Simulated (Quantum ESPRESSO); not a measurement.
**Band-structure run of GdO (part 2 of 2)**

The same run, continued: GdO (F-43m, 2 atoms in the cell); Kohn-Sham DFT of a periodic cell, PBEsol, SSSP 1.3 efficiency PBE, spin-polarised (Quantum ESPRESSO 7.5); cutoff 748.31 eV, 9×9×9 k-mesh, fermi-dirac of 0.05 eV, collinear spins. The structure derives from an entry of the Crystallography Open Database.

Geometry of the input (Å; fractional positions):
```
0.0000  2.7000  2.7000
2.7000  0.0000  2.7000
2.7000  2.7000  0.0000
Gd 0.0000  0.0000  0.0000
O  0.7500  0.7500  0.7500
```

**What the program printed, continued**
```
          k = 0.1571 0.0000-0.0000 (  1848 PWs)   bands (ev):

   -33.1949 -10.6267 -10.4997 -10.4997  -6.8757   6.2295   6.4960   6.4960
     7.6954   7.7379   7.7379   7.7506   7.8323   7.9212   7.9212  10.7826
    14.1102  14.9821  16.9438  16.9438  16.9504  22.5779

          k = 0.2357 0.0786-0.0786 (  1838 PWs)   bands (ev):

   -33.1859 -10.8506 -10.5271 -10.5231  -6.6653   6.1462   6.5943   6.6088
     7.7139   7.7140   7.7453   7.7480   7.7893   7.9703   7.9709  11.5964
    13.6173  14.9775  16.4289  17.1520  17.3901  21.3214

          k = 0.3143 0.1571-0.1571 (  1842 PWs)   bands (ev):

   -33.1735 -11.1247 -10.5592 -10.5544  -6.4251   6.2496   6.7122   6.7255
     7.6955   7.7025   7.7426   7.7480   7.8208   7.9930   8.0048  12.3994
    13.5176  14.9508  15.9382  17.1795  17.5821  20.0631

          k = 0.3928 0.2357-0.2357 (  1825 PWs)   bands (ev):

   -33.1635 -11.3202 -10.5971 -10.5688  -6.2629   6.4713   6.7925   6.8201
     7.6701   7.7076   7.7201   7.7472   7.8896   7.9997   8.0096  12.5342
    13.8292  14.9406  15.7904  16.9906  17.5256  19.7457

          k =-0.2357-0.3928 0.3928 (  1835 PWs)   bands (ev):

   -33.1607 -11.3714 -10.6184 -10.5639  -6.2207   6.5943   6.7812   6.8471
     7.6572   7.7125   7.7166   7.7487   7.8874   8.0137   8.0180  12.4559
    14.2304  14.6024  15.7642  17.1154  17.3589  19.8837

          k =-0.1571-0.3143 0.3143 (  1839 PWs)   bands (ev):

   -33.1664 -11.2645 -10.6119 -10.5418  -6.3060   6.4843   6.6984   6.7895
     7.6781   7.7097   7.7192   7.7526   7.8754   7.9578   8.0265  12.5396
    14.1219  14.4290  15.7378  17.3257  17.4682  19.7438

          k =-0.0786-0.2357 0.2357 (  1840 PWs)   bands (ev):

   -33.1778 -11.0343 -10.5782 -10.5127  -6.5038   6.2853   6.5806   6.6967
     7.6929   7.7136   7.7545   7.7546   7.7985   7.9474   8.0122  12.1563
    13.9201  14.4649  15.9958  17.2759  17.6278  20.3371

          k =-0.0000-0.1571 0.1571 (  1843 PWs)   bands (ev):

   -33.1896 -10.7706 -10.5278 -10.4902  -6.7507   6.2427   6.4793   6.5676
     7.7092   7.7284   7.7310   7.7572   7.8021   7.9324   7.9590  11.2597
    14.1316  14.6278  16.4548  17.0459  17.4539  21.4783

          k = 0.3143 0.0000-0.0000 (  1820 PWs)   bands (ev):

   -33.1798 -10.9552 -10.5598 -10.5598  -6.5340   5.9787   6.7363   6.7363
     7.7103   7.7103   7.7221   7.7648   7.7815   8.0239   8.0239  12.1101
    12.9236  15.4042  16.8123  17.1190  17.1190  22.4076

          k = 0.3928 0.0786-0.0786 (  1836 PWs)   bands (ev):

   -33.1697 -11.1476 -10.6054 -10.5910  -6.3431   5.9910   6.8651   6.8669
     7.6965   7.6978   7.7174   7.7555   7.8251   8.0635   8.0771  12.3076
    13.0617  15.5315  16.4336  17.1465  17.4512  21.2030

          k = 0.4714 0.1571-0.1571 (  1829 PWs)   bands (ev):

   -33.1603 -11.3025 -10.6738 -10.6063  -6.1828   6.1892   6.9352   6.9639
     7.6801   7.6957   7.7197   7.7378   7.8594   8.0990   8.1029  12.1755
    13.3437  15.3817  16.4795  17.0959  17.8767  20.2902

          k =-0.1571-0.4714 0.4714 (  1828 PWs)   bands (ev):

   -33.1560 -11.3584 -10.7341 -10.5988  -6.1116   6.4266   6.9176   6.9790
     7.6691   7.6983   7.7239   7.7274   7.8198   8.1068   8.1714  11.9739
    13.6699  14.8213  16.5727  17.2937  18.1972  20.0783

          k =-0.0786-0.3928 0.3928 (  1824 PWs)   bands (ev):

   -33.1588 -11.3080 -10.7449 -10.5719  -6.1545   6.5171   6.8218   6.8956
     7.6729   7.7005   7.7251   7.7371   7.8128   8.0905   8.1001  12.1666
    14.0841  14.1837  16.2644  17.5930  18.0009  20.2196

          k =-0.0000-0.3143 0.3143 (  1845 PWs)   bands (ev):

   -33.1674 -11.1840 -10.6840 -10.5379  -6.3033   6.3911   6.6900   6.8145
     7.6779   7.7066   7.7433   7.7444   7.8581   7.9373   8.0698  12.4906
    13.8381  14.3199  15.8911  17.6154  17.7237  20.3694

          k = 0.4714 0.0000-0.0000 (  1832 PWs)   bands (ev):

   -33.1627 -11.2665 -10.6273 -10.6273  -6.2212   5.8682   7.0054   7.0054
     7.6913   7.7010   7.7010   7.7414   7.8569   8.1567   8.1567  11.8499
    13.4214  15.9486  16.9272  17.1232  17.1232  22.6158

          k = 0.5500 0.0786-0.0786 (  1819 PWs)   bands (ev):

   -33.1555 -11.3695 -10.6806 -10.6465  -6.1045   5.9469   7.0822   7.0928
     7.6813   7.6940   7.7061   7.7356   7.8775   8.2056   8.2179  11.6925
    13.3957  15.9238  16.9990  17.1274  17.8895  21.5085

          k =-0.0786-0.5500 0.5500 (  1830 PWs)   bands (ev):

   -33.1517 -11.3924 -10.7655 -10.6400  -6.0347   6.1740   7.0669   7.1055
     7.6805   7.6856   7.7160   7.7330   7.8126   8.2060   8.3159  11.5503
    13.3670  15.3210  17.1288  17.3649  18.9279  20.6568

          k =-0.0000-0.4714 0.4714 (  1820 PWs)   bands (ev):

   -33.1530 -11.3513 -10.8117 -10.6106  -6.0488   6.4133   6.9665   7.0215
     7.6820   7.6875   7.7255   7.7267   7.7657   8.1662   8.2870  11.6222
    13.6928  14.6250  16.9759  17.5718  18.6393  20.8021

          k = 0.6285 0.0000-0.0000 (  1800 PWs)   bands (ev):

   -33.1514 -11.4452 -10.6708 -10.6708  -6.0492   5.8522   7.1668   7.1668
     7.6721   7.7044   7.7044   7.7247   7.9200   8.2734   8.2734  11.5180
    13.3654  16.3562  16.9763  16.9763  18.6668  21.6469

          k =-0.0000-0.6285 0.6285 (  1808 PWs)   bands (ev):

   -33.1499 -11.4498 -10.7104 -10.6682  -6.0196   5.9444   7.1610   7.1732
     7.6715   7.6985   7.7086   7.7275   7.8849   8.2725   8.3224  11.4828
    13.2595  15.9828  17.0579  17.1911  19.6411  20.6122

          k = 0.3143 0.1571-0.0000 (  1839 PWs)   bands (ev):

   -33.1763 -11.0355 -10.5972 -10.5373  -6.4677   6.1221   6.6941   6.7566
     7.6926   7.7100   7.7363   7.7659   7.8010   7.9753   8.0383  12.2900
    13.2256  15.0384  16.2165  17.2546  17.5601  20.9178

          k = 0.3928 0.2357-0.0786 (  1830 PWs)   bands (ev):

   -33.1654 -11.2267 -10.6633 -10.5651  -6.2702   6.2800   6.7924   6.8721
     7.6806   7.7020   7.7306   7.7426   7.8610   7.9827   8.0848  12.4831
    13.3615  14.9934  16.0495  17.3438  17.7503  20.2653

          k =-0.2357-0.3928 0.5500 (  1822 PWs)   bands (ev):

   -33.1583 -11.3432 -10.7007 -10.5876  -6.1546   6.4853   6.8127   6.9584
     7.6682   7.7026   7.7215   7.7328   7.8411   8.0569   8.1231  12.2121
    13.6360  14.8444  16.3190  17.1980  17.9983  19.9974

          k = 0.4714 0.1571-0.0000 (  1832 PWs)   bands (ev):

   -33.1611 -11.2774 -10.6722 -10.6145  -6.1915   6.0461   6.9468   7.0042
     7.6863   7.6957   7.7080   7.7463   7.8573   8.0887   8.1628  12.0576
    13.2832  15.6090  16.5753  17.2234  17.6771  21.1855

          k =-0.1571-0.4714 0.6285 (  1829 PWs)   bands (ev):

   -33.1545 -11.3525 -10.7456 -10.6343  -6.0773   6.2568   6.9374   7.0882
     7.6814   7.6886   7.7105   7.7398   7.8167   8.1527   8.2413  11.8330
    13.2384  15.3744  16.8980  17.2857  18.4030  20.6484

          k =-0.0786-0.3928 0.5500 (  1829 PWs)   bands (ev):

   -33.1530 -11.3550 -10.7919 -10.6270  -6.0484   6.4622   6.8433   7.0891
     7.6795   7.6890   7.7153   7.7325   7.7759   8.1610   8.2840  11.7063
    13.3661  15.0100  16.9341  17.4410  18.7201  20.4884

          k =-0.0000-0.3143 0.4714 (  1827 PWs)   bands (ev):

   -33.1573 -11.3059 -10.7639 -10.5968  -6.1214   6.4300   6.8118   7.0021
     7.6784   7.6934   7.7206   7.7396   7.8048   8.0915   8.1803  12.0769
    13.3894  14.8927  16.5530  17.4744  18.1877  20.6519

          k =-0.0786-0.5500 0.7071 (  1825 PWs)   bands (ev):

   -33.1512 -11.4153 -10.7179 -10.6710  -6.0320   6.0343   7.0854   7.1643
     7.6752   7.6971   7.7037   7.7346   7.8519   8.2584   8.2928  11.5557
    13.2138  15.8702  16.8449  17.4552  18.9531  21.2265

          k =-0.0000-0.4714 0.6285 (  1815 PWs)   bands (ev):

   -33.1502 -11.3940 -10.7812 -10.6639  -6.0041   6.2544   6.9851   7.1641
     7.6771   7.6919   7.7101   7.7365   7.7825   8.2490   8.3511  11.4726
    13.1748  15.4694  16.8640  17.7030  19.6174  20.6812

          k =-0.0786-0.3928 0.7071 (  1822 PWs)   bands (ev):

   -33.1507 -11.3692 -10.7946 -10.6690  -6.0054   6.4292   6.8327   7.1614
     7.6792   7.6924   7.7068   7.7421   7.7564   8.2444   8.3305  11.5526
    13.0522  15.4784  16.7395  17.7923  19.3629  20.8713

 ------ SPIN DOWN ----------

          k = 0.0000 0.0000 0.0000 (  1837 PWs)   bands (ev):

   -30.0828  -8.1202  -8.1202  -8.1202  -6.9909   6.7465   6.7465   6.7465
    10.8512  12.8046  12.8046  12.8046  12.9950  12.9950  12.9950  13.2644
    15.9702  15.9702  18.0760  18.0760  18.0760  24.6947

          k = 0.0786 0.0786-0.0786 (  1847 PWs)   bands (ev):

   -30.0768  -8.4388  -8.1321  -8.1321  -6.6941   6.6989   6.7982   6.7982
    11.2064  12.7907  12.8095  12.8095  12.9898  12.9898  12.9957  13.3385
    15.7823  15.7823  17.8202  18.3098  18.3098  23.2466

          k = 0.1571 0.1571-0.1571 (  1850 PWs)   bands (ev):

   -30.0617  -8.9558  -8.1620  -8.1620  -6.2397   6.7074   6.9236   6.9236
    11.8939  12.7559  12.8208  12.8208  12.9699  12.9699  12.9977  13.6350
    15.5564  15.5564  17.2647  18.6030  18.6030  21.6822

          k = 0.2357 0.2357-0.2357 (  1853 PWs)   bands (ev):

   -30.0444  -9.3748  -8.1955  -8.1955  -5.9044   6.8987   7.0554   7.0554
    12.3169  12.7179  12.8305  12.8305  12.9370  12.9370  12.9999  14.1093
    15.5908  15.5908  16.6946  18.5668  18.5668  20.8467

          k = 0.3143 0.3143-0.3143 (  1841 PWs)   bands (ev):

   -30.0331  -9.6026  -8.2172  -8.2172  -5.7381   7.1249   7.1343   7.1343
    12.4653  12.6902  12.8329  12.8329  12.9132  12.9132  13.0014  14.2960
    15.7870  15.7870  16.3244  18.3279  18.3279  21.0897

          k = 0.1571 0.0000-0.0000 (  1848 PWs)   bands (ev):

   -30.0748  -8.4993  -8.1511  -8.1511  -6.6106   6.5987   6.8600   6.8600
    11.3202  12.7885  12.8095  12.8095  12.9656  13.0041  13.0041  13.3694
    15.2996  16.1459  18.1611  18.1768  18.1768  23.6318

          k = 0.2357 0.0786-0.0786 (  1838 PWs)   bands (ev):

   -30.0628  -8.8934  -8.1862  -8.1826  -6.2457   6.5408   6.9835   6.9988
    11.8739  12.7594  12.8170  12.8192  12.9373  13.0015  13.0096  13.6192
    14.8426  16.1635  17.6648  18.3928  18.5936  22.3969

          k = 0.3143 0.1571-0.1571 (  1842 PWs)   bands (ev):

   -30.0462  -9.2971  -8.2309  -8.2208  -5.8996   6.6678   7.1238   7.1413
    12.3075  12.7210  12.8258  12.8317  12.9095  12.9715  13.0106  14.0848
    14.7173  16.1273  17.1365  18.4681  18.8069  21.2368

          k = 0.3928 0.2357-0.2357 (  1825 PWs)   bands (ev):

   -30.0329  -9.5612  -8.2807  -8.2390  -5.6876   6.9071   7.2197   7.2381
    12.4783  12.6958  12.8280  12.8366  12.8970  12.9319  13.0103  14.2302
    14.9377  16.0740  16.9214  18.3473  18.7996  21.0246

          k =-0.2357-0.3928 0.3928 (  1835 PWs)   bands (ev):

   -30.0291  -9.6288  -8.3082  -8.2325  -5.6343   7.0543   7.2067   7.2467
    12.5152  12.6886  12.8284  12.8348  12.9064  12.9068  13.0112  14.1548
    15.2983  15.7498  16.9006  18.4507  18.6781  21.1964

          k =-0.1571-0.3143 0.3143 (  1839 PWs)   bands (ev):

   -30.0367  -9.4886  -8.2990  -8.2043  -5.7424   6.9456   7.1120   7.1776
    12.4365  12.7029  12.8314  12.8342  12.9038  12.9323  13.0146  14.1976
    15.3091  15.5451  16.9071  18.6423  18.7269  20.9890

          k =-0.0786-0.2357 0.2357 (  1840 PWs)   bands (ev):

   -30.0520  -9.1696  -8.2539  -8.1673  -6.0084   6.7175   6.9711   7.0886
    12.1875  12.7337  12.8252  12.8278  12.9294  12.9617  13.0193  13.9022
    15.1150  15.6768  17.2148  18.5449  18.8358  21.4731

          k =-0.0000-0.1571 0.1571 (  1843 PWs)   bands (ev):

   -30.0678  -8.7552  -8.1877  -8.1386  -6.3865   6.6415   6.8447   6.9430
    11.6603  12.7703  12.8141  12.8177  12.9641  12.9805  13.0128  13.4961
    15.3134  15.8281  17.6954  18.2854  18.6528  22.5358

          k = 0.3143 0.0000-0.0000 (  1820 PWs)   bands (ev):

   -30.0547  -9.0729  -8.2281  -8.2281  -6.0416   6.3686   7.1619   7.1619
    12.1563  12.7392  12.8198  12.8198  12.9011  13.0196  13.0196  13.8871
    14.1774  16.6122  17.9666  18.3815  18.3815  23.4654

          k = 0.3928 0.0786-0.0786 (  1836 PWs)   bands (ev):

   -30.0412  -9.3530  -8.2878  -8.2678  -5.7746   6.3849   7.3286   7.3314
    12.4209  12.7015  12.8250  12.8300  12.8728  13.0047  13.0212  13.8863
    14.3299  16.7415  17.6093  18.4599  18.7051  22.3287

          k = 0.4714 0.1571-0.1571 (  1829 PWs)   bands (ev):

   -30.0286  -9.5688  -8.3762  -8.2870  -5.5610   6.5926   7.4249   7.4336
    12.5462  12.6864  12.8206  12.8386  12.8691  12.9658  13.0199  13.8460
    14.4746  16.5593  17.6488  18.4711  19.1578  21.4792

          k =-0.1571-0.4714 0.4714 (  1828 PWs)   bands (ev):

   -30.0228  -9.6504  -8.4509  -8.2772  -5.4666   6.8544   7.4037   7.4200
    12.5886  12.6973  12.8166  12.8319  12.8866  12.9307  13.0218  13.6800
    14.7583  16.0111  17.7584  18.6409  19.4915  21.3181

          k =-0.0786-0.3928 0.3928 (  1824 PWs)   bands (ev):

   -30.0266  -9.5872  -8.4618  -8.2428  -5.5207   6.9950   7.2675   7.2826
    12.5594  12.6912  12.8231  12.8358  12.8922  12.9122  13.0287  13.8479
    15.1681  15.3944  17.4574  18.8695  19.3420  21.4330

          k =-0.0000-0.3143 0.3143 (  1845 PWs)   bands (ev):

   -30.0381  -9.4078  -8.3863  -8.1994  -5.7205   6.8559   7.1138   7.1887
    12.4381  12.7040  12.8297  12.8371  12.8917  12.9390  13.0337  14.1167
    15.0456  15.4710  17.0931  18.9457  18.9485  21.5310

          k = 0.4714 0.0000-0.0000 (  1832 PWs)   bands (ev):

   -30.0318  -9.5193  -8.3141  -8.3141  -5.6140   6.2469   7.5358   7.5358
    12.5356  12.6638  12.8297  12.8297  12.8403  13.0205  13.0205  13.4678
    14.6189  17.2003  18.0583  18.4722  18.4722  23.7396

          k = 0.5500 0.0786-0.0786 (  1819 PWs)   bands (ev):

   -30.0222  -9.6626  -8.3819  -8.3383  -5.4605   6.3211   7.6556   7.6573
    12.6077  12.6550  12.8144  12.8361  12.8443  13.0043  13.0162  13.4070
    14.4862  17.1699  18.2924  18.5280  19.1282  22.6269

          k =-0.0786-0.5500 0.5500 (  1830 PWs)   bands (ev):

   -30.0171  -9.7102  -8.4848  -8.3298  -5.3622   6.5607   7.6354   7.6433
    12.6396  12.6954  12.8054  12.8252  12.8637  13.0099  13.0181  13.2917
    14.4151  16.5650  18.4382  18.7459  20.1448  21.8426

          k =-0.0000-0.4714 0.4714 (  1820 PWs)   bands (ev):

   -30.0189  -9.6690  -8.5363  -8.2923  -5.3754   6.8357   7.4801   7.4882
    12.6384  12.7051  12.8109  12.8110  12.8881  12.9465  13.0259  13.3580
    14.7620  15.8590  18.2317  18.8949  19.8940  22.0149

          k = 0.6285 0.0000-0.0000 (  1800 PWs)   bands (ev):

   -30.0167  -9.7566  -8.3692  -8.3692  -5.3965   6.2109   7.8022   7.8022
    12.6339  12.6491  12.8061  12.8358  12.8358  13.0081  13.0081  13.3202
    14.3652  17.6361  18.4153  18.4153  19.8318  22.8923

          k =-0.0000-0.6285 0.6285 (  1808 PWs)   bands (ev):

   -30.0147  -9.7703  -8.4189  -8.3659  -5.3531   6.3067   7.7938   7.7966
    12.6473  12.6688  12.8009  12.8347  12.8448  13.0089  13.0195  13.3008
    14.2347  17.2693  18.4725  18.6116  20.8168  21.8496

          k = 0.3143 0.1571-0.0000 (  1839 PWs)   bands (ev):

   -30.0500  -9.1865  -8.2769  -8.1997  -5.9489   6.5293   7.1172   7.1684
    12.2524  12.7277  12.8235  12.8280  12.9041  12.9846  13.0255  13.9960
    14.4514  16.2363  17.4262  18.5329  18.7735  22.0301

          k = 0.3928 0.2357-0.0786 (  1830 PWs)   bands (ev):

   -30.0354  -9.4618  -8.3622  -8.2349  -5.6778   6.7062   7.2200   7.3132
    12.4740  12.6979  12.8262  12.8385  12.8822  12.9540  13.0243  14.1914
    14.4663  16.1557  17.2450  18.6461  19.0275  21.4487

          k =-0.2357-0.3928 0.5500 (  1822 PWs)   bands (ev):

   -30.0259  -9.6202  -8.4113  -8.2632  -5.5267   6.9468   7.2008   7.4312
    12.5596  12.6928  12.8208  12.8360  12.8927  12.9218  13.0188  13.9324
    14.7148  16.0027  17.4928  18.5277  19.3079  21.2483

          k = 0.4714 0.1571-0.0000 (  1832 PWs)   bands (ev):

   -30.0297  -9.5408  -8.3712  -8.2982  -5.5697   6.4389   7.4246   7.5301
    12.5502  12.6743  12.8218  12.8375  12.8572  12.9882  13.0197  13.7048
    14.4448  16.8114  17.7819  18.5467  18.9870  22.3161

          k =-0.1571-0.4714 0.6285 (  1829 PWs)   bands (ev):

   -30.0209  -9.6561  -8.4608  -8.3232  -5.4153   6.6658   7.3856   7.6570
    12.6194  12.6820  12.8107  12.8314  12.8761  12.9718  13.0127  13.6062
    14.2851  16.5655  18.1570  18.6204  19.6990  21.8183

          k =-0.0786-0.3928 0.5500 (  1829 PWs)   bands (ev):

   -30.0189  -9.6708  -8.5141  -8.3138  -5.3742   6.9233   7.2246   7.6515
    12.6344  12.7030  12.8083  12.8185  12.8999  12.9497  13.0133  13.4799
    14.4223  16.2011  18.2017  18.7543  19.9963  21.7014

          k =-0.0000-0.3143 0.4714 (  1827 PWs)   bands (ev):

   -30.0246  -9.5971  -8.4814  -8.2752  -5.4713   6.8980   7.1822   7.5123
    12.5902  12.6837  12.8177  12.8340  12.8869  12.9324  13.0224  13.8341
    14.4575  16.0624  17.7633  18.7641  19.5242  21.8274

          k =-0.0786-0.5500 0.7071 (  1825 PWs)   bands (ev):

   -30.0165  -9.7321  -8.4271  -8.3700  -5.3629   6.4083   7.6324   7.7999
    12.6521  12.6615  12.8035  12.8309  12.8577  13.0010  13.0272  13.3535
    14.2203  17.1058  18.2347  18.8514  20.1606  22.3887

          k =-0.0000-0.4714 0.6285 (  1815 PWs)   bands (ev):

   -30.0151  -9.7223  -8.5009  -8.3609  -5.3178   6.6534   7.4613   7.7945
    12.6601  12.6992  12.8013  12.8158  12.8801  12.9990  13.0760  13.2289
    14.1902  16.6820  18.2249  19.0795  20.7786  21.9374

          k =-0.0786-0.3928 0.7071 (  1822 PWs)   bands (ev):

   -30.0158  -9.6989  -8.5139  -8.3680  -5.3143   6.8925   7.2002   7.7959
    12.6686  12.6918  12.8017  12.8144  12.9002  12.9876  13.0425  13.3839
    14.0363  16.6486  18.0878  19.1479  20.5737  22.0552

     the Fermi energy is    12.3685 ev

!    total energy              =    -717.81120120 Ry
     total all-electron energy =      -826.658094 Ry
     estimated scf accuracy    <          2.2E-10 Ry
     smearing contrib. (-TS)   =      -0.00112056 Ry
     internal energy E=F+TS    =    -717.81008065 Ry

     The total energy is F=E-TS. E is the sum of the following terms:
     one-electron contribution =    -115.36642649 Ry
     hartree contribution      =      74.35161324 Ry
     xc contribution           =     -30.79662668 Ry
     ewald contribution        =    -178.72161791 Ry
     one-center paw contrib.   =    -467.27702279 Ry

     total magnetization       =     7.55 Bohr mag/cell
     absolute magnetization    =     7.60 Bohr mag/cell

     convergence has been achieved in  17 iterations

     Forces acting on atoms (cartesian axes, Ry/au):

     atom    1 type  1   force =     0.00000000    0.00000000    0.00000000
     atom    2 type  2   force =     0.00000000    0.00000000   -0.00000000

     Total force =     0.000000     Total SCF correction =     0.000000

     Computing stress (Cartesian axis) and pressure

          total   stress  (Ry/bohr**3)                   (kbar)     P=      -42.28
  -0.00028739  -0.00000000   0.00000000          -42.28       -0.00        0.00
   0.00000000  -0.00028739   0.00000000            0.00      -42.28        0.00
   0.00000000   0.00000000  -0.00028739            0.00        0.00      -42.28

=------------------------------------------------------------------------------=
   JOB DONE.
=------------------------------------------------------------------------------=
```

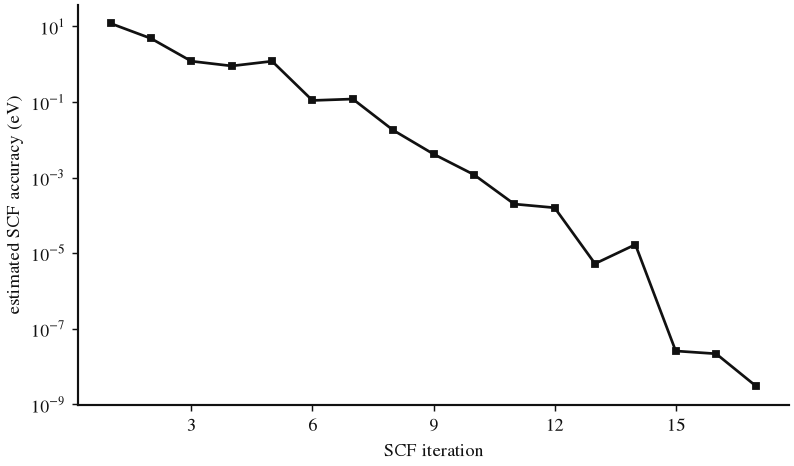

*Convergence of the self-consistent field: estimated SCF accuracy against the iteration.*

The field takes 17 iterations in all.

**Summary**

- outcome: converged
- space group (tolerance 0.01 Å): F-43m (216)
- electrons treated: 24
- free energy: −9766.3189 eV
- Fermi energy: 12.369 eV
- gap on the k-point mesh: none (metallic)
- net moment of the cell: 7.55 μB
- integrated absolute moment: 7.60 μB
- pressure: −4.23 GPa
- largest force (length of the vector): under 0.001 eV/Å
- wall time: 1.8 min (CPU time 3.6 min)
- peak memory: 0.58 GiB

Further notes kept with the run: potentials made for another functional. Points of doubt noted for this run: potentials made for another functional.
